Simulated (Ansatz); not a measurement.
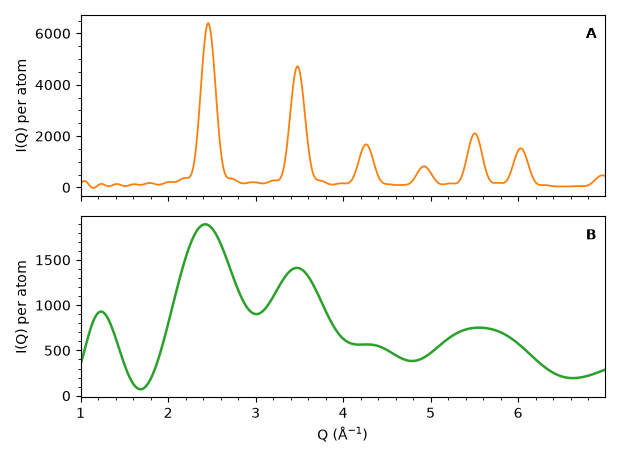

X-ray scattering of spheres cut from the crystal structure of Rh (Pm-3m, a = 2.551 Å, b = 2.551 Å, c = 2.551 Å, α = 90.00°, β = 90.00°, γ = 90.00°), calculated atom by atom with the Debye equation (B = 0.5 Å², no relaxation of the surface). Basis of the simulation: coordinates from a relaxation with Ansatz 0.2.0, DFT, revPBE, plane waves (420 eV) with PAW, scalar-relativistic; the starting structure was generated, so it need not be a known form of this composition.

**The spheres are 10 and 36 Å across. Which curve is which?**

curve A: 36 Å (1419 atoms); curve B: 10 Å (27 atoms). Peak widths go roughly as 2π/D, so the largest sphere has the sharpest peaks.

**Index the main peaks of the largest sphere.**

Q ≈ 2.46 Å⁻¹: 100; Q ≈ 3.48 Å⁻¹: 110; Q ≈ 4.26 Å⁻¹: 111; Q ≈ 4.92 Å⁻¹: 200; Q ≈ 5.51 Å⁻¹: 210; Q ≈ 6.03 Å⁻¹: 211.
